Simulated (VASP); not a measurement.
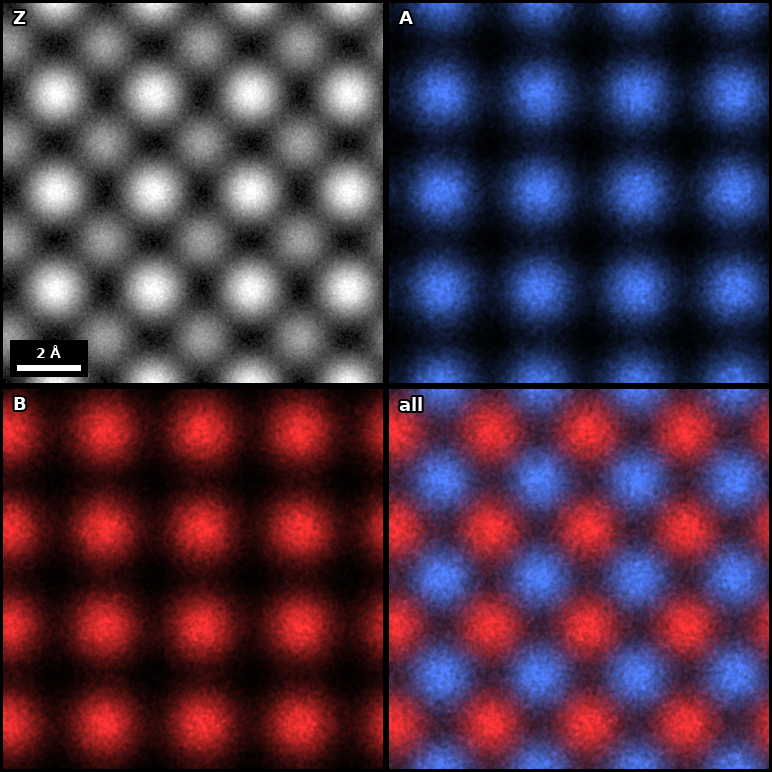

InAs (F-43m, No. 216) along [001]. Panel Z: Simulation: incoherent imaging, intensity Z^1.7 per atom, probe width 1.30 Å, thin sample. The display is stretched by a gamma of 0.65; percentages refer to the linear signal. Shot noise was added. The other panels are simulated element maps (the number of atoms of one element along the beam, blurred by 1.7 Å, with counting noise; each on its own scale, no channelling); the last overlays them. Atomic positions: coordinates from a relaxation with VASP 6.6.1, VASP Kohn-Sham DFT of a periodic cell, TPSS, VASP PAW PBE potentials, recommended.

```yaml
crystal:
  lattice:
    - [6.16476, 0.00000, 0.00000]
    - [0.00000, 6.16476, 0.00000]
    - [0.00000, 0.00000, 6.16476]
  atoms:
    - { symbol: In, position: [0.50000, 0.00000, 0.00000] }
    - { symbol: As, position: [0.75000, 0.75000, 0.75000] }
    - { symbol: In, position: [0.50000, 0.50000, 0.50000] }
    - { symbol: As, position: [0.75000, 0.25000, 0.25000] }
    - { symbol: In, position: [0.00000, 0.00000, 0.50000] }
    - { symbol: As, position: [0.25000, 0.75000, 0.25000] }
    - { symbol: In, position: [0.00000, 0.50000, 0.00000] }
    - { symbol: As, position: [0.25000, 0.25000, 0.75000] }
```

Which element does each lettered map show?

Answer. A: In, B: As. The projected cell (3.08 × 3.08 Å, 90°) holds 2 columns: 1 of In and 1 of As. No column is shared by two of the mapped elements.
